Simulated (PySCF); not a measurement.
Input

```
{"job": {"kind": "sp", "xc": "M06-2X", "basis": "def2-TZVP", "grid": 3}, "charge": 0, "multiplicity": 1}
C      1.804981    -0.731796    -0.734301
C      1.013310     0.097945     0.264573
C     -0.437118     0.385137    -0.133759
C     -1.265241    -0.888164    -0.272580
C     -1.085613     1.345594     0.857105
H      1.807191    -0.260359    -1.730689
H      1.392496    -1.745696    -0.849969
H      2.853501    -0.841574    -0.418348
H      1.015925    -0.402837     1.250519
H      1.527670     1.062314     0.419601
H     -0.414667     0.883180    -1.122174
H     -0.862583    -1.564910    -1.040812
H     -1.292057    -1.442258     0.681143
H     -2.305251    -0.656658    -0.550608
H     -2.113424     1.602296     0.556588
H     -1.136755     0.895220     1.862706
H     -0.515304     2.283865     0.942358
```

Run with:

```sh
OMP_NUM_THREADS=1 python redox_run.py task.json out
```

Geometry: PBE0-D3(BJ)/def2-SVP.

Theory: PySCF 2.14.0, density-fitted response routines, DFT single point, gas phase, functional M06-2X.

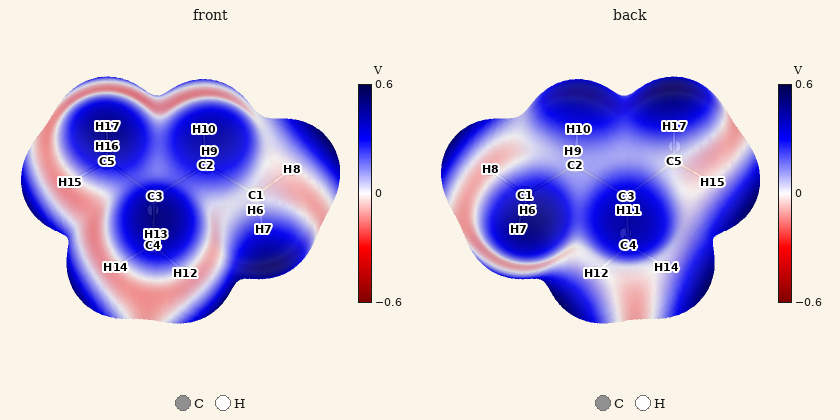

C$_{5}$H$_{12}$ (isopentane). The electrostatic potential painted on the density surface at 0.002 e/bohr³, seen from the front and from behind; the colour scale runs from red (negative) to blue (positive).

> Describe the electrostatic potential map.

The most negative region (about −0.1 V) lies over C1, C2, C4 and C5, the most positive (about +0.5 V) over the H atoms.
